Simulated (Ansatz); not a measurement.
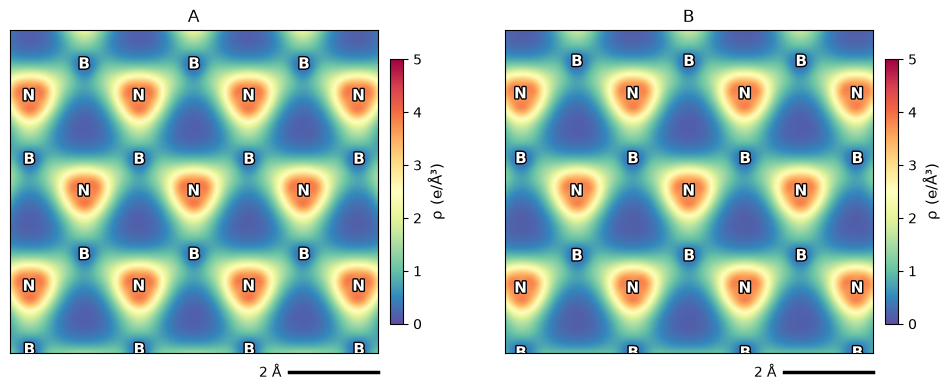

BN. The valence electron density of two cells that differ in size, on the (101) plane of each (indices in the axes of the calculation cell), at one length scale and on one colour scale; one has 9.1 and the other 9.7 Å³ an atom.

All numbers below come from Kohn-Sham DFT of a periodic cell, LDA, Ansatz PAW (Ansatz).

In a PAW calculation such maps are meaningful between the atoms, not at the nuclei.

The larger cell:

```yaml
crystal:
  lattice:
    - [0.00000, 3.51846, 2.18044]
    - [1.25992, 0.00000, 2.18044]
    - [1.25992, 3.51846, 0.00000]
  atoms:
    - { symbol: N, position: [0.66665, 0.66665, 0.33335] }
    - { symbol: B, position: [0.00005, 0.00005, 0.99995] }
```

The smaller cell: a = 4.057 Å, b = 2.468 Å, c = 3.662 Å, α = 80.29°, β = 36.85°, γ = 62.86°.

Which panel shows the smaller cell, and what does the compression change?

Panel A is the smaller cell, by 6 % in volume. From the larger cell to the smaller, B–N goes from 1.45 to 1.43 Å, and the density at its midpoint from 1.8 to 1.9 e/Å³; the pressure goes from −8 to 6 GPa.
